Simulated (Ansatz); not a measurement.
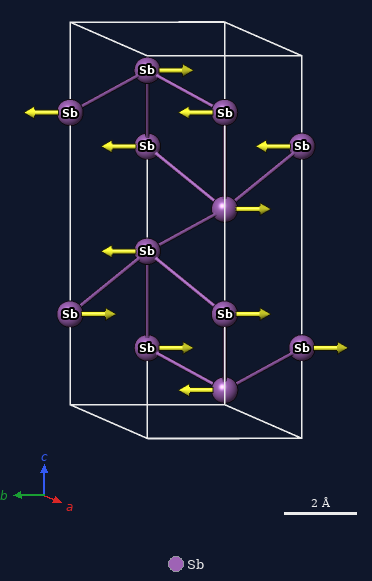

Phonons of a crystal of Sb, at the zone centre. The optical levels lie at 83 (×2), 127 cm⁻¹. One mode is drawn. Displacements are drawn as yellow arrows; their common scale and sign are arbitrary. The picture is a ball-and-stick view of the conventional cell (3 times the calculation's cell), seen from a free direction. Lengths and directions refer to the drawn axes.

These are results of Ansatz 0.2.0, DFT PBEsol, scalar-relativistic, plane waves, PAW, not measurements. Settings: plane-wave cutoff 420 eV; k-point mesh 12 × 12 × 12; occupations fermi dirac; smearing width 0.15 eV; no spin polarisation.

The frequencies depend somewhat on the k-mesh and the smearing.

> Which of these frequencies is the drawn mode's?

The level at 83 cm⁻¹. This is the E_g mode (doubly degenerate; one member of the set is drawn), the lowest optical level, Raman-active by symmetry. All motion is along b; atoms of one kind move against one another, with no net shift of their sublattice.
